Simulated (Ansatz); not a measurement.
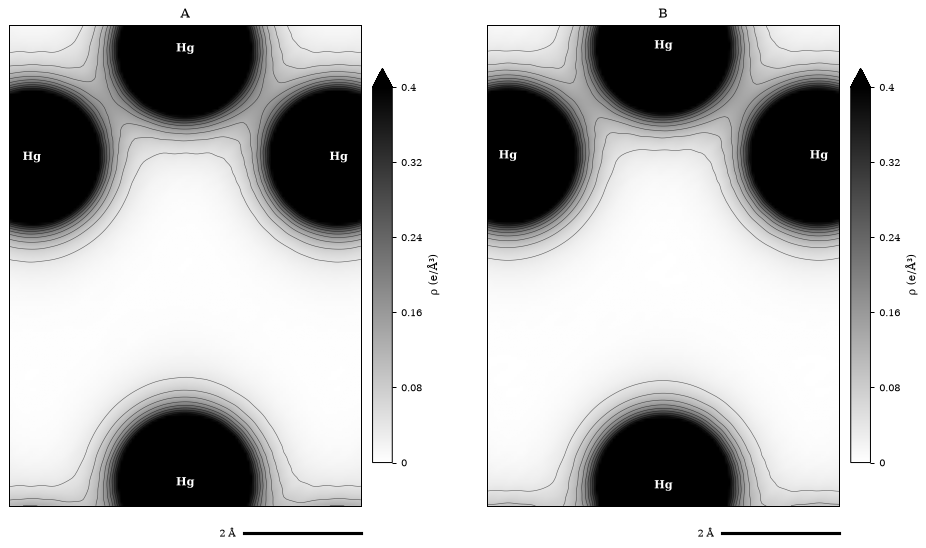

Hg. The valence electron density of two cells that differ in size, on the (101̄) plane of each (indices in the axes of the calculation cell), at one length scale and on one colour scale: B has 53.4 Å³ an atom and A 51.2.

Level of theory: DFT, PBE, plane waves (420 eV) with PAW, scalar-relativistic (Ansatz 0.2.0).

In a PAW calculation such maps are meaningful between the atoms, not at the nuclei.

What changes from the larger cell to the smaller?

From the larger cell to the smaller, Hg–Hg goes from 3.26 to 3.22 Å, and the density at its midpoint from 0.14 to 0.15 e/Å³.
